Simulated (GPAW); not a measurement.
SiC (F-43m): refractive index against wavelength

The refractive index of SiC (F-43m) below the direct gap (4.51 eV on the mesh) is read from one computed spectrum, n = √(Re ε).

Cell: a, b, c = 3.082, 3.082, 3.082 Å (primitive vectors), 2 atoms.

Method: GPAW 26.7.0, LDA, RPA, k-mesh 16×16×16, local fields up to 80 eV, Lorentzian half width 0.15 eV.

Launch of the response step: `OMP_NUM_THREADS=1 python df.py`. The run took 25 s, its band step included, on 1 thread of Arm Neoverse V1, with other jobs on the host.

```tsv
wavelength (nm)	photon energy E (eV)	n
1064	1.165	2.6208
850	1.459	2.6378
700	1.771	2.6608
633	1.959	2.6774
532	2.331	2.7171
450	2.755	2.7757
405	3.061	?
```

In the single-oscillator model n² − 1 = E₀E_d/(E₀² − E²), so 1/(n² − 1) = E₀/E_d − E²/(E₀E_d) is linear in E².

Working, on the rows shown:

| x = E² (eV²) | y = 1/(n² − 1) |
| --- | --- |
| 1.35784 | 0.170399 |
| 2.12762 | 0.167842 |
| 3.13716 | 0.164478 |
| 3.83641 | 0.162115 |
| 5.43137 | 0.156675 |
| 7.59115 | 0.149153 |

Means: x̄ = 3.9136, ȳ = 0.16178. Σ(x − x̄)(y − ȳ) = -0.08916, Σ(x − x̄)² = 26.16. Slope = -0.08916 / 26.16 = -0.003408; intercept = ȳ − slope · x̄ = 0.17512. Turned back into n, the line misses the rows shown by at most 0.00072.

Q: Predict the last column of the withheld row from the fit.

A: At x = 9.3718 the line gives y = 0.14317, that is 2.8257. The run gave 2.8292, so the extrapolation is off by 0.0035, 1.7 % of the range in the table.

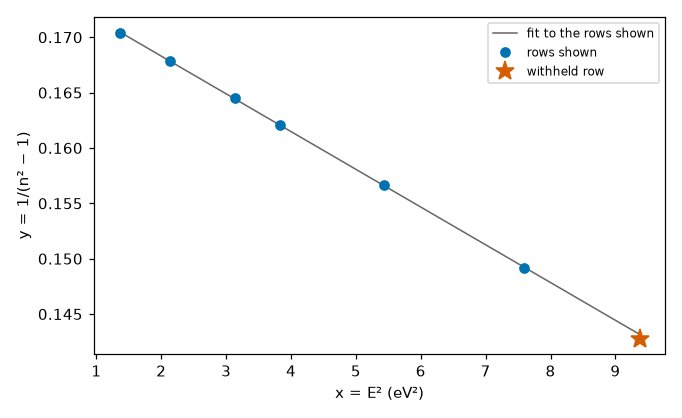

Refitted with all rows, the slope is -0.003445 and the intercept 0.17523. These give E₀ = √(intercept/−slope) = 7.13 eV and E_d = E₀/intercept = 40.7 eV; E₀ is 1.6 times the direct gap. The electronic limit at long wavelengths, without lattice vibrations, is n = √(1 + 1/intercept) = 2.590. Excitons are left out; LDA gaps are as a rule too small. The values come from a sum over the points of one k-mesh and carry its error, which grows as the direct gap shrinks.

[Logs are printed without paths, hosts, clocks, repeated set-up lines and the standing remarks that a program may print on its own settings, such as how far it seeks lower states.]
